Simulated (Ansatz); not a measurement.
## Energy of Al$_{3}$GaN$_{4}$ along a shift of atoms along one path

System: Al$_{3}$GaN$_{4}$ (P-4, 8 atoms in the cell).
Method: DFT PBEsol, scalar-relativistic, plane waves, PAW, no spin polarisation (Ansatz 0.2.0).

The 6 runs differ only in the geometry, by a shift of atoms along one path in a fixed cell. The shift s is measured from run 4: Al1 moves along the Cartesian direction (−1.00, 0.00, 0.00), and Al2, N5, N6, N7 and N8 with it in fixed proportion. The structure derives from a Materials Project entry.

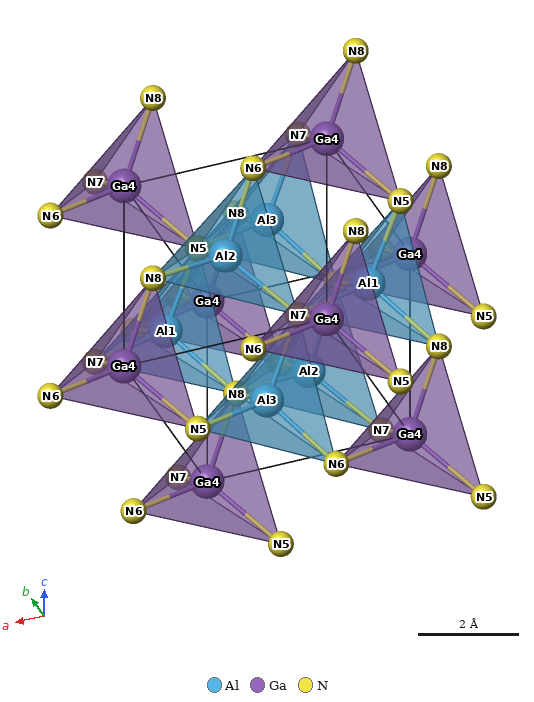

Figure 1. The structure of run 4 (polyhedral view of the cell of the calculation, set on other vectors, seen at an oblique angle; polyhedra are completed across the faces of the cell; atoms are numbered from 1 in the order of the input).

## Input of run 4
```yaml
crystal:
  lattice:
    - [4.4069948456, 0.0, 0.0]
    - [0.0, 4.4069948456, 0.0]
    - [0.0, 0.0, 4.4069948456]
  atoms:
    - { symbol: Al, position: [0.5170183998, 0.5, 0.0] }
    - { symbol: Al, position: [0.4829816002, 0.0, 0.5] }
    - { symbol: Al, position: [0.0, 0.5, 0.5] }
    - { symbol: Ga, position: [0.0, 0.0, 0.0] }
    - { symbol: "N", position: [0.7447077177, 0.7505492028, 0.2611337674] }
    - { symbol: "N", position: [0.7447077177, 0.2494507972, 0.7388662326] }
    - { symbol: "N", position: [0.2552922823, 0.7388662326, 0.7505492028] }
    - { symbol: "N", position: [0.2552922823, 0.2611337674, 0.2494507972] }
basis:
  ecutwfc: 420
kpoints:
  mp_grid: { grid: [6, 6, 6] }
hamiltonian:
  xc: pbesol
scf:
  occupations: { method: gaussian, width: 0.05 }
output:
  forces: true
  stress: true
  eigenvalues: true
```

Command:
```bash
ansatz run input.yaml --threads 2 --pin off --max-ram 5120MiB --backend cpu --events-out ev --progress --plain --runs-dir out
```

Lattice vectors (Å) and fractional positions of run 4:
```
   4.406995    0.000000    0.000000
   0.000000    4.406995    0.000000
   0.000000    0.000000    4.406995
Al  0.517018  0.500000  0.000000
Al  0.482982  0.000000  0.500000
Al  0.000000  0.500000  0.500000
Ga  0.000000  0.000000  0.000000
N   0.744708  0.750549  0.261134
N   0.744708  0.249451  0.738866
N   0.255292  0.738866  0.750549
N   0.255292  0.261134  0.249451
```

Run 2 differs from it as follows:
```diff
-    - { symbol: Al, position: [0.5170183998, 0.5, 0.0] }
-    - { symbol: Al, position: [0.4829816002, 0.0, 0.5] }
+    - { symbol: Al, position: [0.5340367995, 0.5, 0.0] }
+    - { symbol: Al, position: [0.4659632005, 0.0, 0.5] }
-    - { symbol: "N", position: [0.7447077177, 0.7505492028, 0.2611337674] }
-    - { symbol: "N", position: [0.7447077177, 0.2494507972, 0.7388662326] }
-    - { symbol: "N", position: [0.2552922823, 0.7388662326, 0.7505492028] }
-    - { symbol: "N", position: [0.2552922823, 0.2611337674, 0.2494507972] }
+    - { symbol: "N", position: [0.7447077177, 0.7563906879, 0.2669752525] }
+    - { symbol: "N", position: [0.7447077177, 0.2436093121, 0.7330247475] }
+    - { symbol: "N", position: [0.2552922823, 0.7330247475, 0.7563906879] }
+    - { symbol: "N", position: [0.2552922823, 0.2669752525, 0.2436093121] }
```

## Results, with one run withheld

```tsv
run	shift s of Al1 (Å)	free energy per atom, from the lowest run given (meV)	pressure (GPa)	gap on the mesh (eV)	force along the path (eV/Å)
1	−0.1000	46.18	−0.37	3.17	4.569
2	−0.0750	?	?	?	?
3	−0.0500	21.62	−0.18	3.24	3.285
4	0.0000	5.16	−0.05	3.29	1.979
5	0.0250	0.00	−0.01	3.31	1.321
6	0.1750	12.37	−0.11	3.27	−2.634
```

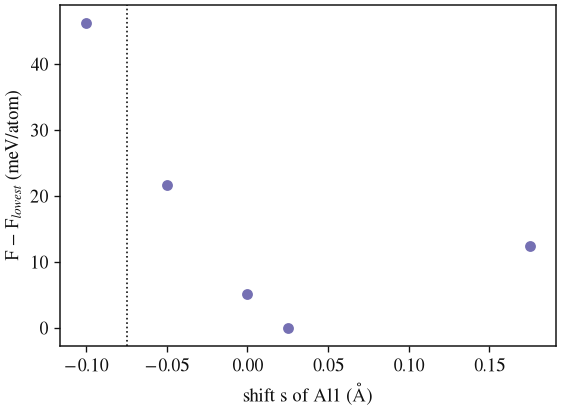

Figure 2. Free energy per atom of the runs given; the dotted line marks run 2.

Fit the runs given and predict run 2.

A cubic polynomial in the coordinate, fitted to the 5 runs given, misses them by under 0.01 meV per atom. With x = s − 0.0100, it reads F = 2.8517 − 214.85 x + 1637.3 x² + 87.211 x³ (meV per atom). At run 2 it gives 32.89 meV per atom, and the run itself gives 32.89. The slope of the fit gives a force −dF/ds of 3.930 eV/Å along the path (summed over the atoms that move), and the printed forces give 3.930 eV/Å. The fit has its minimum at s = 0.0753 Å. The gap on the mesh lies between 3.17 eV (run 1) and 3.31 eV (run 5); run 2 has 3.21 eV. These are gaps of this functional on this mesh, which can miss the band edges; they aren't the measured gap.

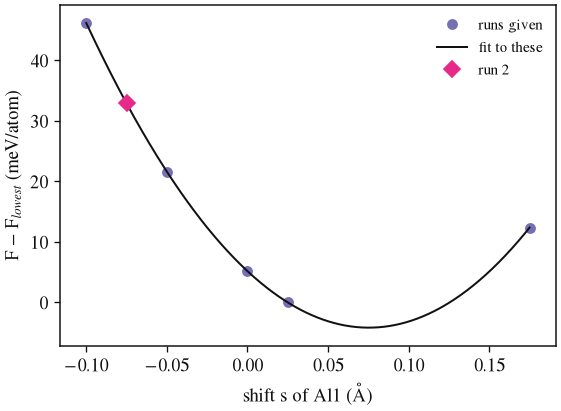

Figure 3. The fit and the withheld run.

## Output, shortened to warnings, some set-up lines, iterations and results (run 2)
```
Basis set: ecut = 420 eV, 1743 PW (Γ), exchange–correlation on 60×60×60 points (8 copies of the dense FFT grid, shifted against one another)
Symmetry: 4 space group operations
k-points: 44 of 216 (time reversal used)
Initial density: superposition of atomic densities (neutral atoms: chi_scale 0, normalization atom), corrected by the library's trained network
[...]
SCF iter   1: F=—  HF=-6840.306233 eV  |F-HF|=—  |Δ(HF+E_count)|=         —  Δρ=1.08e-2  dr2=1.05e-1  ethr=1.77e-3  ⟨swp⟩=7.2  Hψ=6463  notcnv=0
SCF iter   2: F=—  HF=-6840.276536 eV  |F-HF|=—  |Δ(HF+E_count)|=   2.97e-2  Δρ=1.69e-3  dr2=2.06e-3  ethr=2.49e-4  ⟨swp⟩=2.2  Hψ=2295  notcnv=0  defer=162
SCF iter   3: F=—  HF=-6840.276272 eV  |F-HF|=—  |Δ(HF+E_count)|=   2.64e-4  Δρ=8.66e-4  dr2=5.18e-4  ethr=4.91e-6  ⟨swp⟩=1.8  Hψ=1489  notcnv=0  defer=118
SCF iter   4: F=—  HF=-6840.276228 eV  |F-HF|=—  |Δ(HF+E_count)|=   4.35e-5  Δρ=1.67e-4  dr2=2.16e-5  ethr=1.23e-6  ⟨swp⟩=2.8  Hψ=2213  notcnv=0  defer=118
SCF iter   5: F=—  HF=-6840.276115 eV  |F-HF|=—  |Δ(HF+E_count)|=   1.13e-4  Δρ=8.46e-5  dr2=3.91e-6  ethr=5.14e-8  ⟨swp⟩=2.0  Hψ=2020  notcnv=0  defer=118
SCF iter   6: F=-6840.276117 eV  HF=-6840.276117 eV  |F-HF|=1.65e-8  |Δ(HF+E_count)|=   1.42e-6  Δρ=1.11e-5  dr2=9.47e-8  ethr=2.38e-10  ⟨swp⟩=8.1  Hψ=5890  notcnv=0
SCF 1 converged in 6 iterations: F = -6840.276117 eV  dr2 = 9.47e-8
SCF converged after 6 iterations
Free energy (F): -6840.276117 eV
Harris-Foulkes:  -6840.276117 eV  (|F-HF|=1.65e-8)
Internal energy: -6840.276117 eV  (E = F + TS)
E sigma→0 (E₀):  -6840.276117 eV
Fermi energy:    9.151986 eV
--- Per-component energies (eV) ---
  E_band       = 22.063511
  E_kinetic    = 721.613172
  E_local      = -3066.561868  (includes V_loc(G=0)·N_el)
  E_nonlocal   = 642.483187
  E_hartree    = 1343.491312
  E_xc         = -429.392076
  E_vxc        = -455.776399  (∫ρ·V_xc dr)
  E_paw        = -3808.955203  (= ΣΔE_a)
  E_vpaw       = -506.672175  (= ΣTr[D̂ρ^β])
  E_aug_tail   = 0.000316  (compensation charges beyond the density's cutoff)
  E_ewald      = -2243.987746
  E_core_change = 1.032790  (= ΣΔE_core)
  E_smearing   = -0.000000  (= −TS)
  E_closure    = 0.000000  (closes the sum)
  Σ components = -6840.276117   (vs F -6840.276117, Δ=0.00e0)
--- Forces (eV/Å), atoms counted from 1 ---
  atom   1  Al    -1.56378212    -0.00000000     0.00000000
  atom   2  Al     1.56378212    -0.00000000     0.00000000
  atom   3  Al     0.00000000    -0.00000000     0.00000000
  atom   4  Ga     0.00000000    -0.00000000     0.00000000
  atom   5  N     -0.00408620    -0.30233478    -0.28234810
  atom   6  N     -0.00408620     0.30233478     0.28234810
  atom   7  N      0.00408620     0.28234810    -0.30233478
  atom   8  N      0.00408620    -0.28234810     0.30233478
  max |Σ_I F_I| component: 5.55e-17 eV/Å
--- Stress (GPa, compression-positive) ---
       -1.009240       0.000000      -0.000000
        0.000000       0.105900      -0.000033
       -0.000000       0.000033       0.105900
  P = ⅓ Tr σ = -0.2658 GPa (-2.658 kbar)
```
